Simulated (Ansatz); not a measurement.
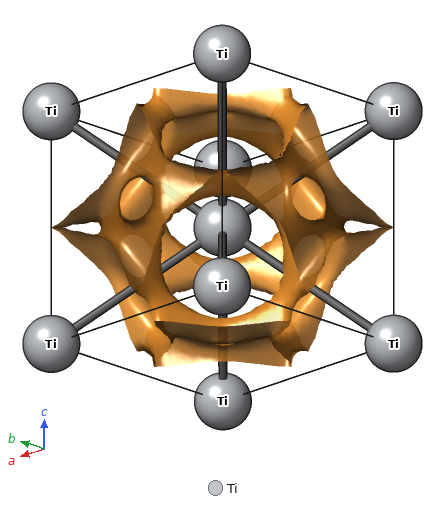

The picture shows: Ti. Isosurface of the electron localisation function at 0.55 (orange), seen at an oblique angle. Only the valence region is drawn (cores and ρ < 0.01 e/Å³ removed). Sticks mark near contacts.

Space group I4/mmm; changed on purpose from its base cell (strain +0.0200 x Voigt [1, 0, 0, 0, 0, 0], atoms carried along); computed pressure about −5 GPa in this cell; computed without spin polarisation.

Computed with Ansatz 0.2.0, DFT r2SCAN, scalar-relativistic, plane waves, PAW.

Core electrons are frozen (PAW), and the valence fields are smoothed inside the atomic spheres.

> Where are the electrons localised?

The surface consists of one network that runs through the whole crystal, counted in one cell of 2 atoms. Any copies at cell faces, edges or corners count once. There are no localised bonds or lone pairs at this value.

Values along the shortest contacts:
Ti–Ti (2.86 Å): the ELF is about 0.15 at the midpoint; no shared electron pair shows on this line.

> Metal or insulator at this level of theory?

It is metallic or semimetallic at this level of theory: no gap opens.
